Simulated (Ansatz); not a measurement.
Field-gradient calculation, with input and output: Ag

Ag (P6₃/mmc, 2 atoms in the cell), computed with DFT, LDA, PAW with Ansatz's default frozen-core files, scalar-relativistic, no spin polarisation (Ansatz 0.2.0).

The structure derives from an entry of the Crystallography Open Database. Its volume is 0.96 times that of the source entry. It belongs to a series of runs on one base structure; here: volume scaled by 0.96, PAW files. Figures and captions count atoms from 1; the log counts them from 0 in places.

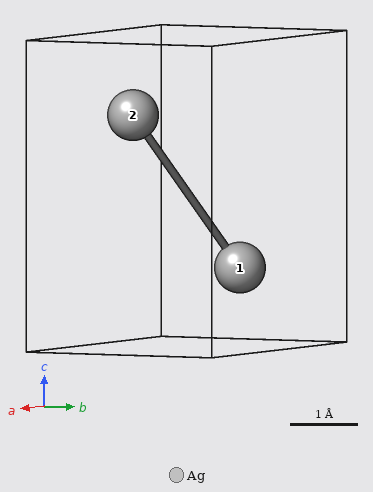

*The structure as given in the input (ball-and-stick view of the cell of the calculation, seen at an oblique angle; atoms are numbered from 1 in the order of the input).*

Summary

```csv
quantity,value
outcome,converged
space group (tolerance 0.01 Å),P6₃/mmc (194)
electrons treated,38
free energy,−14916.2395 eV
Fermi energy,16.824 eV
pressure,−7.18 GPa
field gradient V_zz (10²¹ V/m²),"Ag 0.42, Ag 0.42"
largest force (length of the vector),under 0.001 eV/Å
hardware,"1 thread of Intel Xeon (Sapphire Rapids), 64 GiB of memory available, shared host"
wall time,4.2 s
peak memory,0.41 GiB
```

Notes

The program warns: the field gradients leave out spin–orbit coupling. The cell is under a tension of 7.2 GPa at this level, so it is not at its equilibrium volume.

The input
```yaml
crystal:
  lattice:
    - [2.8903986575, 0.0, 0.0]
    - [-1.4451993287, 2.5031586645, 0.0]
    - [0.0, 0.0, 4.7252623344]
  atoms:
    - { symbol: Ag, position: [0.3333333333, 0.6666666667, 0.25] }
    - { symbol: Ag, position: [0.6666666667, 0.3333333333, 0.75] }
kpoints:
  mp_grid: { grid: [14, 14, 8] }
scf:
  occupations: { method: fermi_dirac, width: 0.05 }
hamiltonian:
  xc: lda
  pseudopotentials: { kind: paw }
output:
  forces: true
  stress: true
  eigenvalues: true
  efg: { contact_densities: true }
  write_density: true
  write_potential: true
  elf: true
  volumetric_format: npy
```

Command:
```bash
ansatz run input.yaml --threads 1 --pin off --max-ram 3072MiB --backend cpu --events-out ev --progress --plain --runs-dir out
```

The program's output
```
Ag: output.efg is read without spin–orbit coupling, which moves field gradients at and beside such atoms by some per cent and up to a factor of two; PAW files take it under magnetization.noncollinear and magnetization.spin_orbit
Engine: ansatz 0.2.0, x86_64-unknown-linux-gnu
Pseudopotentials: kind: paw
Pseudopotential: Ag, paw, valence charge 19, recommended cutoff 420 eV (normal), Ag.paw.azcp
Functional definition: SPW92
  exchange = slater_x
  correlation = pw_c
Crystal: 2 atoms, lattice volume = 34.188 Å³
Basis set: ecut = 420 eV, 687 PW (Γ)
Bands: 23, of which v1, the nominal top of the filled ones, is band 19 counted from 1 (18 counted from 0)
Symmetry: 24 space group operations
Space group: P63/mmc (ITA 194), of the structure as read, at distance tolerance 3.2e-5 Å
k-points: 120 of 1568
Non-local potential: Ag, projectors of the file, l = 0: 3, l = 1: 2, l = 2: 2, l = 3: 1
PAW form: soft (Blöchl's): semilocal exchange-correlation on the pseudo side does not see the compensation charge
PAW frozen core: Ag, regenerated for the run's functional, and the local potential with it (the file was generated under x = pbe(κ = 0.804, μ = 0.2195149727645171), c = pbe(β = 0.06672455060314922))
PAW one-centre angular grid: Ag, 590 points (default); XC on 64 Gauss nodes
Initial density: superposition of atomic densities (neutral atoms: chi_scale 0, normalization atom), corrected by the library's trained network
Initial wavefunctions: pseudopotential atomic-orbital guess
Functional: x = slater, c = lda
SCF iter   1: F=—  HF=-14916.254918 eV  |F-HF|=—  |Δ(HF+E_count)|=         —  Δρ=1.36e-2  dr2=5.26e-2  ethr=1.77e-3  ⟨swp⟩=4.8  Hψ=10337  notcnv=0
preconditioner: auto → Kerker (q_TF=auto, 2.777 Å⁻¹)  [metal: Δε(μ)=0.036 eV  Ē_g=11.174 eV  σ=0.050 eV  W_gap=0.18  n_scr=10 (ndim 8)  ℏωp=29.8 eV  f_vac=0.000  D(μ)=0.54/eV (n_scr^D=2)]
SCF iter   2: F=—  HF=-14916.240630 eV  |F-HF|=—  |Δ(HF+E_count)|=   1.43e-2  Δρ=4.25e-3  dr2=3.55e-3  ethr=1.39e-4  ⟨swp⟩=2.9  Hψ=5473  notcnv=0  defer=11
SCF iter   3: F=—  HF=-14916.239538 eV  |F-HF|=—  |Δ(HF+E_count)|=   1.09e-3  Δρ=1.69e-3  dr2=3.22e-4  ethr=9.33e-6  ⟨swp⟩=2.3  Hψ=3637  notcnv=0  defer=11
SCF iter   4: F=—  HF=-14916.239462 eV  |F-HF|=—  |Δ(HF+E_count)|=   7.52e-5  Δρ=1.66e-4  dr2=5.09e-6  ethr=8.48e-7  ⟨swp⟩=2.8  Hψ=5401  notcnv=0  defer=11
SCF iter   5: F=—  HF=-14916.239476 eV  |F-HF|=—  |Δ(HF+E_count)|=   1.40e-5  Δρ=2.97e-5  dr2=3.07e-7  ethr=1.34e-8  ⟨swp⟩=2.4  Hψ=4718  notcnv=0  defer=11
SCF iter   6: F=-14916.239476 eV  HF=-14916.239476 eV  |F-HF|=2.41e-9  |Δ(HF+E_count)|=   7.42e-8  Δρ=4.47e-6  dr2=6.86e-9  ethr=2.63e-10  ⟨swp⟩=7.3  Hψ=15078  notcnv=0
SCF 1 converged in 6 iterations: F = -14916.239476 eV  dr2 = 6.86e-9
  greatest PAW one-centre occupation: 1.002 electrons in one spin orbital (limit 2), on the Ag atom at site 1 (counted from 0), in its partial waves of l = 0
```

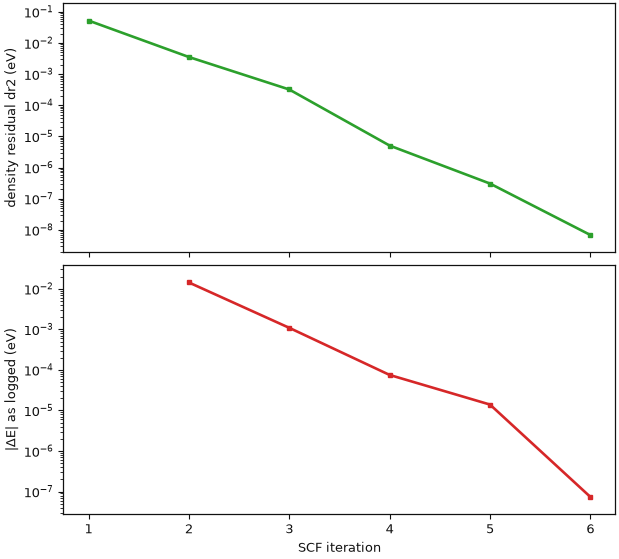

*Convergence of the self-consistent field: density residual dr2 and size of the energy change against the SCF iteration.*

The residual falls at every step.

```
SCF converged after 6 iterations
Free energy (F): -14916.239476 eV
Harris-Foulkes:  -14916.239476 eV  (|F-HF|=2.41e-9)
Internal energy: -14916.235230 eV  (E = F + TS)
E sigma→0 (E₀):  -14916.237353 eV
Entropy (-TS):   -0.004247 eV (-2.123 meV/atom)
Fermi energy:    16.824388 eV
--- Per-component energies (eV) ---
  E_band       = -482.011070
  E_kinetic    = 1054.686717
  E_local      = -4404.354663  (includes V_loc(G=0)·N_el)
  E_nonlocal   = 172.933493
  E_hartree    = 1995.078726
  E_xc         = -367.345756
  E_vxc        = -469.186057  (∫ρ·V_xc dr)
  E_paw        = -7540.487223  (= ΣΔE_a)
  E_vpaw       = -826.247461  (= ΣTr[D̂ρ^β])
  E_aug_tail   = 0.000546  (compensation charges beyond the density's cutoff)
  E_ewald      = -5828.196684
  E_core_change = 1.449615  (= ΣΔE_core)
  E_smearing   = -0.004247  (= −TS)
  E_closure    = -0.000000  (closes the sum)
  Σ components = -14916.239476   (vs F -14916.239476, Δ=0.00e0)
--- Forces (eV/Å), atoms counted from 1 ---
  atom   1  Ag     0.00000000    -0.00000000    -0.00000000
  atom   2  Ag    -0.00000000     0.00000000     0.00000000
  max |Σ_I F_I| component: 2.31e-18 eV/Å
--- Stress (GPa, compression-positive) ---
       -7.071978       0.000000      -0.000000
        0.000000      -7.071978       0.000000
       -0.000000       0.000000      -7.390790
  P = ⅓ Tr σ = -7.1782 GPa (-71.782 kbar)
--- PAW observables at the nuclei: V_zz in 10²¹ V/m², potentials from the cell's mean, atoms counted from 1 ---
  atom   1  Ag V_zz =    +0.417260   η = 0.0000   by run symmetry: allowed
            electrostatic potential = -7482.849258 V   contact ρ = 944551.521826 e/Å³
  atom   2  Ag V_zz =    +0.417260   η = 0.0000   by run symmetry: allowed
            electrostatic potential = -7482.849258 V   contact ρ = 944551.521826 e/Å³
--- Band table (eV; the first three rows and the last of 120) ---
  k-point 0: bands = ["-74.8364", "-74.8194", "-38.4594", "-38.3160", "-38.3160", "-38.2958", "-38.2912", "-38.2912", "9.0445", "10.5159", "12.1422", "12.2462", "12.2462", "12.4868", "12.4868", "12.8453", "12.8453", "13.8713", "13.8713", "16.4402", "20.3932", "32.4761", "34.2910"]
  k-point 1: bands = ["-74.8357", "-74.8201", "-38.4533", "-38.3151", "-38.3151", "-38.3020", "-38.2922", "-38.2922", "9.1668", "10.5398", "12.1168", "12.2127", "12.2127", "12.4538", "12.4538", "12.9289", "12.9289", "13.8590", "13.8590", "15.6985", "21.3406", "32.3116", "34.0931"]
  k-point 2: bands = ["-74.8339", "-74.8219", "-38.4357", "-38.3199", "-38.3124", "-38.3124", "-38.2949", "-38.2949", "9.5166", "10.5955", "12.0628", "12.1628", "12.1628", "12.3701", "12.3701", "13.1212", "13.1212", "13.8121", "13.8121", "14.3802", "23.2809", "31.7806", "33.2713"]
  k-point 119: bands = ["-74.8152", "-74.8152", "-38.4272", "-38.4272", "-38.3885", "-38.3885", "-38.3282", "-38.3282", "11.2868", "11.2868", "11.7646", "11.7646", "12.3146", "12.3146", "12.9304", "12.9304", "13.9211", "13.9211", "20.5345", "20.5345", "22.1934", "22.1934", "23.4291"]
```

File rho_z.tsv
```
# z_ang	rho[e/angstrom^3]
# format = ansatz-planar-average/11
# lattice	2.890398658	-0.000000000	0.000000000
# lattice	-1.445199329	2.503158664	0.000000000
# lattice	0.000000000	0.000000000	4.725262334
# sites	2
# site	47	0.000000000	1.668772443	1.181315584
# site	47	1.445199329	0.834386221	3.543946751
0.000000	1.931038e-1
0.147664	2.132951e-1
0.295329	2.857146e-1
0.442993	4.632189e-1
0.590658	8.124257e-1
0.738322	1.337912e0
0.885987	1.939865e0
1.033651	2.431595e0
1.181316	2.622929e0
1.328980	2.431595e0
1.476644	1.939865e0
1.624309	1.337912e0
1.771973	8.124257e-1
1.919638	4.632189e-1
2.067302	2.857146e-1
2.214967	2.132951e-1
2.362631	1.931038e-1
2.510296	2.132951e-1
2.657960	2.857146e-1
2.805625	4.632189e-1
2.953289	8.124257e-1
3.100953	1.337912e0
3.248618	1.939865e0
3.396282	2.431595e0
3.543947	2.622929e0
3.691611	2.431595e0
3.839276	1.939865e0
3.986940	1.337912e0
4.134605	8.124257e-1
4.282269	4.632189e-1
4.429933	2.857146e-1
4.577598	2.132951e-1
```

File v_z.tsv
```
# z_ang	v_es[eV]	v_tot[eV]
# format = ansatz-planar-average/11
# xc	lda
# density_cutoff_ev	1680
# datasets	Ag=:simpson_from_first_knot:soft:shift=-2132924
# lattice	2.890398658	-0.000000000	0.000000000
# lattice	-1.445199329	2.503158664	0.000000000
# lattice	0.000000000	0.000000000	4.725262334
# sites	2
# site	47	0.000000000	1.668772443	1.181315584
# site	47	1.445199329	0.834386221	3.543946751
0.000000	1.813423e1	8.636322e0
0.147664	1.767525e1	7.967333e0
0.295329	1.610706e1	5.791358e0
0.442993	1.366975e1	2.429555e0
0.590658	1.095365e1	-1.380497e0
0.738322	8.376722e0	-5.047537e0
0.885987	6.266340e0	-8.084723e0
1.033651	4.880650e0	-1.009624e1
1.181316	4.399176e0	-1.079963e1
1.328980	4.880650e0	-1.009624e1
1.476644	6.266340e0	-8.084723e0
1.624309	8.376722e0	-5.047537e0
1.771973	1.095365e1	-1.380497e0
1.919638	1.366975e1	2.429555e0
2.067302	1.610706e1	5.791358e0
2.214967	1.767525e1	7.967333e0
2.362631	1.813423e1	8.636322e0
2.510296	1.767525e1	7.967333e0
2.657960	1.610706e1	5.791358e0
2.805625	1.366975e1	2.429555e0
2.953289	1.095365e1	-1.380497e0
3.100953	8.376722e0	-5.047537e0
3.248618	6.266340e0	-8.084723e0
3.396282	4.880650e0	-1.009624e1
3.543947	4.399176e0	-1.079963e1
3.691611	4.880650e0	-1.009624e1
3.839276	6.266340e0	-8.084723e0
3.986940	8.376722e0	-5.047537e0
4.134605	1.095365e1	-1.380497e0
4.282269	1.366975e1	2.429555e0
4.429933	1.610706e1	5.791358e0
4.577598	1.767525e1	7.967333e0
```

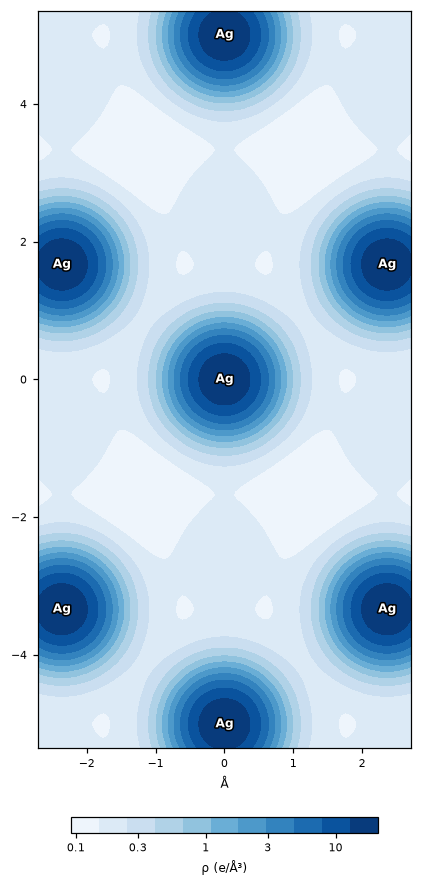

*Valence pseudo-density on the (110) plane of the conventional cell.*

The section cuts through Ag sites. Ag–Ag (2.89 Å): ρ is about 0.22 e/Å³ halfway. Away from the nuclei the density in this plane falls to 0.09 e/Å³ at its lowest. Core electrons are frozen (PAW), so the fields are smoothed inside the atomic spheres.

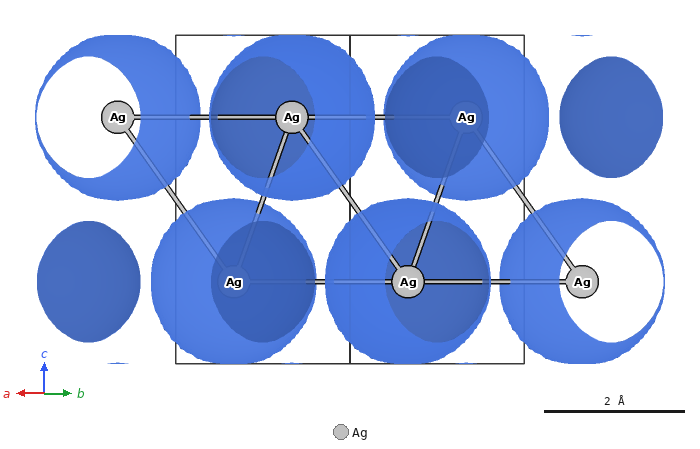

*Isosurface of the valence electron density at 0.3 e/Å³ (blue), seen along [110]. Sticks mark near contacts. The outline is the cell set on symmetry axes.*

At this value the density breaks into separate islands; it holds about 90 % of the electrons treated as valence (semicore included). It is pinched off along the Ag–Ag (2.89 Å) contacts. On the grid the lowest density along these lines, outside the cores, is 0.21 e/Å³ (Ag–Ag, 2.89 Å).
